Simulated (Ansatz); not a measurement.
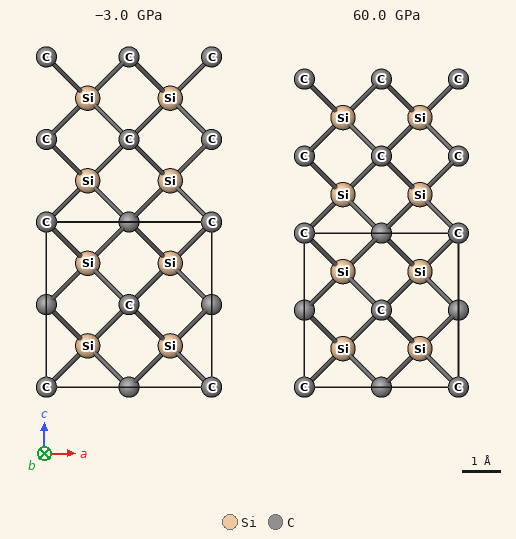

A crystal of SiC (set up in F-43m), relaxed (cell and atoms) at several target pressures. The picture shows the first and the last member. Style: ball-and-stick. Shown: the conventional cell (4 times the calculation's cell), repeated 1 × 1 × 2 with one cell outlined, along the b axis. Lengths and directions refer to the drawn axes.

Computed with Ansatz 0.2.0: DFT PBE, scalar-relativistic, plane waves, PAW. (plane-wave cutoff 420 eV; k-point mesh 10 × 10 × 10 at −3.0 to 30.0, 12 × 12 × 12 at 60.0 GPa; occupations gaussian; smearing width 0.02 eV; no spin polarisation; cell and atoms relaxed; force threshold 0.008 eV/Å)

| pressure (GPa) | volume (Å³/atom) | a (Å) | band gap (eV) |
| --- | --- | --- | --- |
| −3.0 | 10.656 | 4.401 | 1.39 |
| 0.0 | 10.501 | 4.380 | 1.37 |
| 3.0 | ? | ? | ? |
| 8.0 | 10.137 | 4.328 | 1.34 |
| 15.0 | 9.866 | 4.290 | 1.31 |
| 30.0 | 9.377 | 4.217 | 1.26 |
| 60.0 | 8.648 | 4.105 | 1.17 |

**One row is withheld. What does the calculation give there?**

Murnaghan's form V = V₀(1 + B′P/B₀)^(−1/B′), with V₀ = 10.501 Å³ from the row at zero pressure, fits the other rows with B₀ = 214 GPa and B′ = 3.57 (largest miss 0.004 Å³). At 3.0 GPa it gives 10.501 × (1 + 3.57 × 3.0/214)^(−1/3.57) = 10.358 Å³ per atom. The calculation gives 10.355 Å³/atom (a = 4.359 Å). The estimate is 0.003 Å³/atom too high. For the gap a parabola through the rows −3.0, 0.0, 8.0 gives 1.35 eV, and the calculation 1.36 eV (semilocal gaps, lower than measured ones as a rule). From the first member to the last: C–Si 1.906 → 1.778 Å.

The whole series:

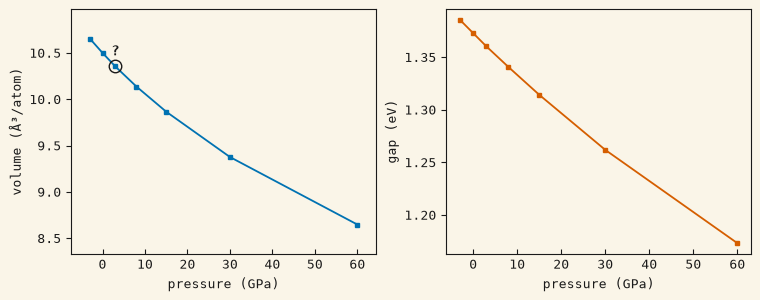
